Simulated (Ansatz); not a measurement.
**Geometry relaxation of InP (part 1 of 2)**

System: InP (slab, 24 atoms in the cell).
Method: DFT PBE-D3(BJ), scalar-relativistic, plane waves, PAW, PAW set soft_1, no spin polarisation (Ansatz 0.2.0).

The structure derives from an entry of the Crystallography Open Database. The input holds or restrains some coordinates. Forces given for the steps count only the free coordinates. It belongs to a series of runs on one base structure; here: start relaxed.

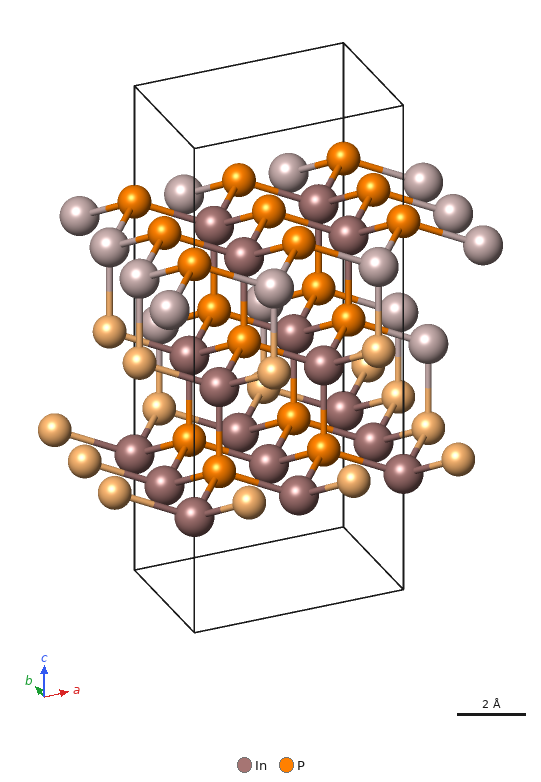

*The structure as given in the input (ball-and-stick view of the cell of the calculation, with the vacuum cut short, seen slightly off an axis; neighbours outside the cell are drawn fainter). An atom can appear more than once, as a periodic image.*

Near neighbours in the periodic cell (some may lie outside the picture): In has 3 P at 2.55 Å; P has 4 In at 2.55 Å; In has 4 P at 2.55 Å; P has 3 In at 2.55 Å.

### Results in brief

| quantity | value |
| --- | --- |
| outcome | converged under the restraints of the input |
| electrons treated | 216 |
| free energy | −76246.7627 eV |
| Fermi energy | 1.877 eV |
| final volume | 1116.15 Å³ |
| largest force (length of the vector) at the end, held atoms and coordinates included | 0.227 eV/Å |
| hardware | 4 threads of Intel Xeon @ 2.90GHz (Ice Lake), 16 GiB of memory available, shared host |
| wall time | 26 s (CPU time 82 s) |
| peak memory | 1.8 GiB |

### Remarks

The input asks for low accuracy.

### Input file
```yaml
accuracy: low
crystal:
  lattice:
    - [8.315576, 0.0, 0.0]
    - [4.157788, 7.2015, 0.0]
    - [0.0, 0.0, 18.638344]
  atoms:
    - { symbol: In, position: [0.0, 0.0, 0.0536528] }
    - { symbol: P, position: [0.1666667, 0.1666667, 0.0991883] }
    - { symbol: In, position: [0.0, 0.5, 0.0536528] }
    - { symbol: P, position: [0.1666667, 0.6666667, 0.0991883] }
    - { symbol: In, position: [0.5, 0.0, 0.0536528] }
    - { symbol: P, position: [0.6666667, 0.1666667, 0.0991883] }
    - { symbol: In, position: [0.5, 0.5, 0.0536528] }
    - { symbol: P, position: [0.6666667, 0.6666667, 0.0991883] }
    - { symbol: In, position: [0.6666667, 0.6666667, 0.2357945] }
    - { symbol: P, position: [0.8333333, 0.8333333, 0.28133] }
    - { symbol: In, position: [0.6666667, 0.1666667, 0.2357945] }
    - { symbol: P, position: [0.8333333, 0.3333333, 0.28133] }
    - { symbol: In, position: [0.1666667, 0.6666667, 0.2357945] }
    - { symbol: P, position: [0.3333333, 0.8333333, 0.28133] }
    - { symbol: In, position: [0.1666667, 0.1666667, 0.2357945] }
    - { symbol: P, position: [0.3333333, 0.3333333, 0.28133] }
    - { symbol: In, position: [0.3333333, 0.3333333, 0.4179362] }
    - { symbol: P, position: [0.5, 0.5, 0.4634716] }
    - { symbol: In, position: [0.3333333, 0.8333333, 0.4179362] }
    - { symbol: P, position: [0.5, 1.0, 0.4634716] }
    - { symbol: In, position: [0.8333333, 0.3333333, 0.4179362] }
    - { symbol: P, position: [0.0, 0.5, 0.4634716] }
    - { symbol: In, position: [0.8333333, 0.8333333, 0.4179362] }
    - { symbol: P, position: [0.0, 1.0, 0.4634716] }
basis:
  ecutwfc: 420.0
kpoints:
  mp_grid: { grid: [2, 2, 1] }
hamiltonian:
  xc: pbe
  dispersion: d3bj
  pseudopotentials: { kind: paw, azcp: { folder: soft_1 } }
scf:
  occupations: { method: fermi_dirac, width: 0.15 }
  lower_state_search: "off"
relax:
  f_tol: 0.08
  max_steps: 25
  adjacent_minimum: "off"
  constraints: [{ sites: [0, 1, 2, 3, 4, 5, 6, 7] }]
```

Launch command:
```bash
ansatz run input.yaml --threads 4 --pin off --max-ram 10240MiB --backend cpu --events-out ev --progress --plain --runs-dir out
```

### The program's output
```
band count auto-derived: 137 (N_el = 216.0; filled up to band 108; 132 by the electrons, moments and atoms)
Engine: ansatz 0.2.0, x86_64-unknown-linux-gnu
Pseudopotentials: kind: paw
Pseudopotential: In, paw, valence charge 13, recommended cutoff 420 eV (normal), [file]
Pseudopotential: P, paw, valence charge 5, recommended cutoff 420 eV (normal), [file]
Functional definition: PBE
  parameter kappa = 0.804
  parameter beta = 0.06672455060314922
  exchange = pbe_x(kappa = kappa, mu = beta*pi^2/3)
  correlation = pbe_c(beta = beta)
Crystal: 24 atoms, lattice volume = 1116.150 Å³
Basis set: ecut = 420 eV, 21663 PW (Γ), exchange–correlation on 120×120×250 points (8 copies of the dense FFT grid, shifted against one another)
Bands: 137, of which v1, the nominal top of the filled ones, is band 108 counted from 1 (107 counted from 0)
Symmetry: 24 space group operations
Space group: P3m1 (ITA 156), of the structure as read, at distance tolerance 1.0e-4 Å
k-points: 2 of 4
Non-local potential: In, projectors of the file, l = 0: 2, l = 1: 2, l = 2: 2, l = 3: 1
Non-local potential: P, projectors of the file, l = 0: 2, l = 1: 2, l = 2: 1
PAW form: soft (Blöchl's): semilocal exchange-correlation on the pseudo side does not see the compensation charge
PAW one-centre angular grid: In, 590 points (default); XC on 64 Gauss nodes
PAW one-centre angular grid: P, 110 points (default); XC on 64 Gauss nodes
Initial density: superposition of atomic densities (neutral atoms: chi_scale 0, normalization atom)
Initial wavefunctions: pseudopotential atomic-orbital guess
Functional: x = pbe(κ = 0.804, μ = 0.2195149727645171), c = pbe(β = 0.06672455060314922)
SCF iter   1: F=—  HF=-76254.781560 eV  |F-HF|=—  |Δ(HF+E_count)|=         —  Δρ=3.21e-2  dr2=5.59e1  ethr=3.10e-3  ⟨swp⟩=9.0  Hψ=1411  notcnv=0
preconditioner: auto → Resta (q_TF=auto, 2.075 Å⁻¹)  ε∞=2.6  [insulator: Δε(μ)=1.153 eV  Ē_g=12.851 eV  σ=0.150 eV  W_gap=0.95  n_scr=174 (ndim 8)  ℏωp=16.3 eV  f_vac=0.396  D(μ)=0.32/eV (n_scr^D=0)  ε∞_Penn≈2.6  vacuum switching on, ρ_ref=1.2e-2 e/Å³]
SCF iter   2: F=—  HF=-76270.830903 eV  |F-HF|=—  |Δ(HF+E_count)|=    1.60e1  Δρ=4.47e-2  dr2=6.62e2  ethr=3.10e-3  ⟨swp⟩=10.5  Hψ=1106  notcnv=0  defer=7  recentre
preconditioner: auto → LDOS  [insulator: Δε(μ)=0.564 eV  Ē_g=12.991 eV  σ=0.150 eV  W_gap=0.68  n_scr=174 (ndim 8)  ℏωp=16.3 eV  f_vac=0.403  D(μ)=5.27/eV (n_scr^D=10)  ε∞_Penn≈2.6  β→1.0]
SCF iter   3: F=—  HF=-76250.983043 eV  |F-HF|=—  |Δ(HF+E_count)|=    1.98e1  Δρ=2.40e-2  dr2=3.92e1  ethr=3.10e-3  ⟨swp⟩=7.0  Hψ=808  notcnv=0
SCF iter   4: F=—  HF=-76246.785850 eV  |F-HF|=—  |Δ(HF+E_count)|=    4.20e0  Δρ=7.53e-3  dr2=3.34e0  ethr=3.10e-3  ⟨swp⟩=3.5  Hψ=463  notcnv=0  defer=7
SCF iter   5: F=—  HF=-76246.748411 eV  |F-HF|=—  |Δ(HF+E_count)|=   3.74e-2  Δρ=5.99e-3  dr2=7.91e0  ethr=1.54e-3  ⟨swp⟩=4.0  Hψ=413  notcnv=0  defer=8  recentre
SCF iter   6: F=—  HF=-76246.708225 eV  |F-HF|=—  |Δ(HF+E_count)|=   4.02e-2  Δρ=4.97e-3  dr2=3.46e0  ethr=1.54e-3  ⟨swp⟩=5.5  Hψ=351  notcnv=0  defer=2
SCF iter   7: F=—  HF=-76246.582337 eV  |F-HF|=—  |Δ(HF+E_count)|=   1.26e-1  Δρ=2.03e-3  dr2=7.18e-1  ethr=1.54e-3  ⟨swp⟩=1.0  Hψ=316  notcnv=0  defer=2
SCF iter   8: F=—  HF=-76246.556702 eV  |F-HF|=—  |Δ(HF+E_count)|=   2.56e-2  Δρ=3.02e-4  dr2=2.64e-3  ethr=3.32e-4  ⟨swp⟩=1.5  Hψ=268  notcnv=0  defer=2
SCF iter   9: F=—  HF=-76246.554909 eV  |F-HF|=—  |Δ(HF+E_count)|=   1.79e-3  Δρ=1.18e-4  dr2=6.15e-4  ethr=1.22e-6  ⟨swp⟩=3.5  Hψ=581  notcnv=0  defer=2
SCF iter  10: F=—  HF=-76246.554932 eV  |F-HF|=—  |Δ(HF+E_count)|=   2.30e-5  Δρ=4.76e-5  dr2=2.63e-4  ethr=2.84e-7  ⟨swp⟩=2.0  Hψ=280  notcnv=0  defer=2
SCF iter  11: F=—  HF=-76246.554932 eV  |F-HF|=—  |Δ(HF+E_count)|=   7.71e-8  Δρ=3.86e-5  dr2=2.46e-4  ethr=1.22e-7  ⟨swp⟩=1.0  Hψ=267  notcnv=0  defer=2
SCF iter  12: F=-76246.554916 eV  HF=-76246.554926 eV  |F-HF|=9.27e-6  |Δ(HF+E_count)|=   6.65e-6  Δρ=1.02e-5  dr2=1.01e-5  ethr=4.63e-8  ⟨swp⟩=3.0  Hψ=907  notcnv=0
SCF 1 converged in 12 iterations: F = -76246.554916 eV  dr2 = 1.01e-5
  greatest PAW one-centre occupation: 0.982 electrons in one spin orbital (limit 2), on the In atom at site 6 (counted from 0), in its partial waves of l = 2
relax step   1: F+E_penalty+E_count = -76246.55491630 eV  Δ(F+E_penalty+E_count) = +0.000e0 eV  max|allowed force component| = 5.875e-1 eV/Å  Δτ_max = 0.0000 Å  (12 SCF iters, dr2 threshold 1.00e-4 eV, accepted)
Initial density: handed on by an earlier stage of this run
Initial wavefunctions: those handed on with the density
iter 1 solved again at ethr=1.22e-4 eV; its pass at ethr=3.10e-3 eV (dr2=2.64e-1 eV) is discarded
SCF iter   1: F=—  HF=-76246.778715 eV  |F-HF|=—  |Δ(HF+E_count)|=         —  Δρ=4.47e-3  dr2=2.71e-1  ethr=1.22e-4  ⟨swp⟩=1.5  Hψ=1142  notcnv=0  defer=5
preconditioner: auto → LDOS  [insulator: Δε(μ)=0.417 eV  Ē_g=13.065 eV  σ=0.150 eV  W_gap=0.56  n_scr=174 (ndim 8)  ℏωp=16.3 eV  f_vac=0.400  D(μ)=11.48/eV (n_scr^D=50)  ε∞_Penn≈2.6  β→1.0]
SCF iter   2: F=—  HF=-76246.770672 eV  |F-HF|=—  |Δ(HF+E_count)|=   8.04e-3  Δρ=1.99e-3  dr2=5.30e-2  ethr=1.22e-4  ⟨swp⟩=2.0  Hψ=473  notcnv=0  defer=5
SCF iter   3: F=—  HF=-76246.758822 eV  |F-HF|=—  |Δ(HF+E_count)|=   1.18e-2  Δρ=6.99e-4  dr2=1.29e-2  ethr=2.46e-5  ⟨swp⟩=2.0  Hψ=470  notcnv=0  defer=5
SCF iter   4: F=—  HF=-76246.756371 eV  |F-HF|=—  |Δ(HF+E_count)|=   2.45e-3  Δρ=2.50e-4  dr2=1.62e-3  ethr=5.97e-6  ⟨swp⟩=2.0  Hψ=403  notcnv=0  defer=5
SCF iter   5: F=—  HF=-76246.756134 eV  |F-HF|=—  |Δ(HF+E_count)|=   2.37e-4  Δρ=6.25e-5  dr2=8.43e-5  ethr=7.49e-7  ⟨swp⟩=3.0  Hψ=484  notcnv=0  defer=5
SCF iter   6: F=-76246.756122 eV  HF=-76246.756121 eV  |F-HF|=3.39e-7  |Δ(HF+E_count)|=   1.26e-5  Δρ=1.50e-5  dr2=3.95e-6  ethr=9.99e-9  ⟨swp⟩=5.0  Hψ=1014  notcnv=0
SCF 2 converged in 6 iterations: F = -76246.756122 eV  dr2 = 3.95e-6
relax step   2: F+E_penalty+E_count = -76246.75612158 eV  Δ(F+E_penalty+E_count) = -2.012e-1 eV  max|allowed force component| = 9.865e-2 eV/Å  Δτ_max = 0.1529 Å  (6 SCF iters, dr2 threshold 2.16e-5 eV, accepted)
SCF iter   1: F=—  HF=-76246.763892 eV  |F-HF|=—  |Δ(HF+E_count)|=         —  Δρ=6.54e-4  dr2=5.68e-3  ethr=1.69e-5  ⟨swp⟩=3.0  Hψ=703  notcnv=0
preconditioner: auto → LDOS  [insulator: Δε(μ)=0.382 eV  Ē_g=13.065 eV  σ=0.150 eV  W_gap=0.52  n_scr=174 (ndim 8)  ℏωp=16.3 eV  f_vac=0.401  D(μ)=11.88/eV (n_scr^D=50)  ε∞_Penn≈2.6  β→1.0]
SCF iter   2: F=—  HF=-76246.763452 eV  |F-HF|=—  |Δ(HF+E_count)|=   4.40e-4  Δρ=2.50e-4  dr2=9.55e-4  ethr=2.63e-6  ⟨swp⟩=2.0  Hψ=490  notcnv=0
SCF iter   3: F=—  HF=-76246.763196 eV  |F-HF|=—  |Δ(HF+E_count)|=   2.56e-4  Δρ=9.31e-5  dr2=2.95e-4  ethr=4.42e-7  ⟨swp⟩=2.0  Hψ=451  notcnv=0
SCF iter   4: F=—  HF=-76246.763163 eV  |F-HF|=—  |Δ(HF+E_count)|=   3.31e-5  Δρ=3.51e-5  dr2=4.19e-5  ethr=1.37e-7  ⟨swp⟩=2.0  Hψ=393  notcnv=0
SCF iter   5: F=—  HF=-76246.762697 eV  |F-HF|=—  |Δ(HF+E_count)|=   4.66e-4  Δρ=1.03e-5  dr2=3.10e-6  ethr=1.94e-8  ⟨swp⟩=3.0  Hψ=486  notcnv=0
SCF iter   6: F=—  HF=-76246.762696 eV  |F-HF|=—  |Δ(HF+E_count)|=   4.09e-7  Δρ=2.77e-6  dr2=3.92e-7  ethr=1.44e-9  ⟨swp⟩=2.0  Hψ=426  notcnv=0
SCF iter   7: F=-76246.762696 eV  HF=-76246.762696 eV  |F-HF|=4.87e-8  |Δ(HF+E_count)|=   9.94e-9  Δρ=1.07e-6  dr2=6.48e-8  ethr=4.63e-11  ⟨swp⟩=5.0  Hψ=988  notcnv=0
SCF 3 converged in 7 iterations: F = -76246.762696 eV  dr2 = 6.48e-8
relax step   3: F+E_penalty+E_count = -76246.76269632 eV  Δ(F+E_penalty+E_count) = -6.575e-3 eV  max|allowed force component| = 1.906e-2 eV/Å  Δτ_max = 0.0205 Å  (7 SCF iters, accepted)
```

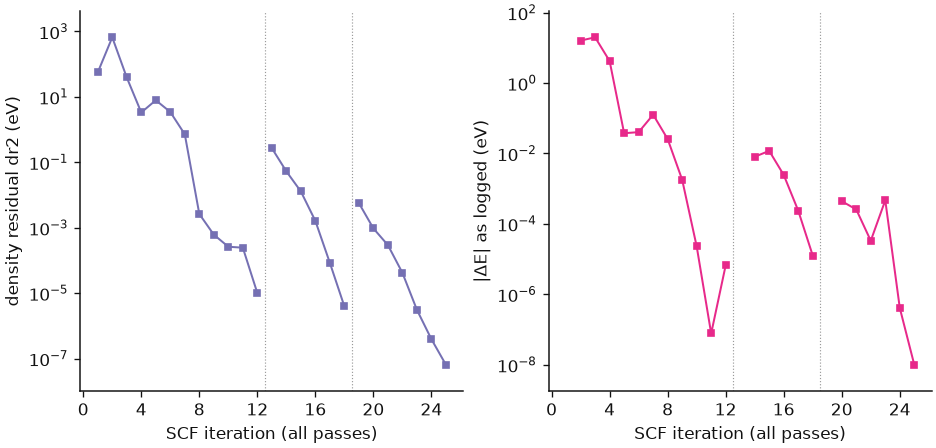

*Convergence of the self-consistent field: density residual dr2 and size of the energy change against the SCF iteration. The dotted lines part the SCF passes of the relaxation: geometry steps, rejected trials and re-solves on a re-selected basis.*

The passes take 12, 6 and 7 iterations.

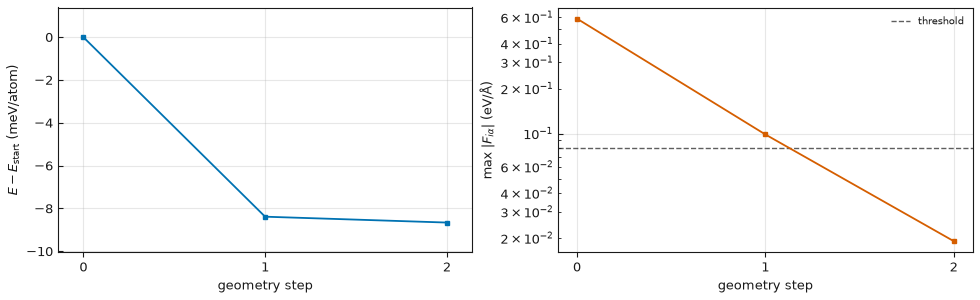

*Progress of the restrained relaxation, step by step (the first geometry is step 0 here and step 1 in the log).*
